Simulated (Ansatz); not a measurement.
Input

```
crystal:
  lattice:
    - [5.8164988178, 0.0, 0.0]
    - [0.0, 5.8164988178, 0.0]
    - [0.0, 0.0, 3.0358862423]
  atoms:
    - { symbol: Mg, position: [0.0, 0.5, 0.0] }
    - { symbol: Mg, position: [0.5, 0.0, 0.0] }
    - { symbol: Mg, position: [0.0, 0.0, 0.0] }
    - { symbol: Se, position: [0.5, 0.5, 0.0] }
basis:
  ecutwfc: 420
kpoints:
  mp_grid: { grid: [8, 8, 16] }
hamiltonian:
  xc: pbe
scf:
  occupations: { method: gaussian, width: 0.1 }
output:
  forces: true
  stress: true
  eigenvalues: true
  write_density: true
  write_potential: true
  elf: true
  volumetric_format: npy
relax:
  adjacent_minimum: "off"
  f_tol: 0.01
  max_steps: 80
  cell: { stress_tol: 0.05 }
```

Command:

```sh
ansatz run input.yaml --threads 1 --pin off --max-ram 2048MiB --backend cpu --events-out ev --progress --plain --runs-dir out
```

Below, planes, directions and counts refer to the conventional cell (a = 5.86 Å, b = 5.86 Å, c = 2.94 Å, α = 90.00°, β = 90.00°, γ = 90.00°).

The fields are those of the run's last geometry, not of the input's.

Space group P4/mmm; a structure generated by program, which may or may not match a known phase.

Method: DFT PBE, scalar-relativistic, plane waves, PAW (Ansatz 0.2.0).

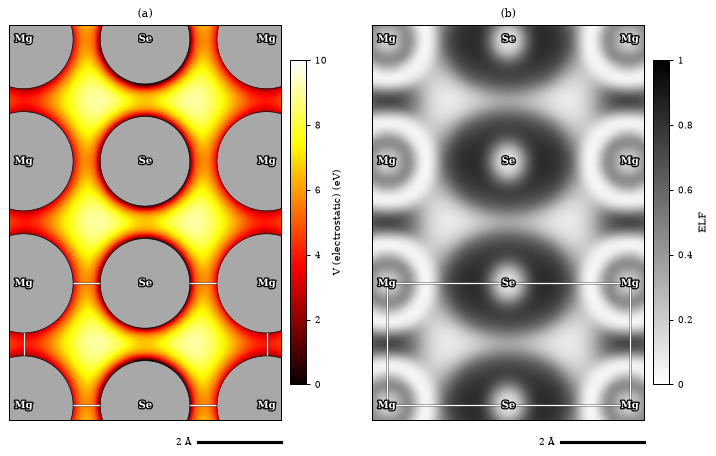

Mg₃Se. (a) electrostatic potential energy of an electron; (b) electron localisation function on the (010) plane of the conventional cell. Grey discs cover the atomic cores in the potential map.

In a PAW calculation such maps are meaningful between the atoms, not at the nuclei.

> Read the bonding off the picture.

Atoms in the plane: Mg and Se. Mg–Se (2.93 Å): the ELF is about 0.65 at the midpoint. Outside the cores the potential energy rises away from the atoms and is highest about 1.9 Å from the nearest atoms; its zero is arbitrary.

> Does the calculation make it a metal, or give it a gap?

It is metallic or semimetallic at this level of theory: no gap opens.
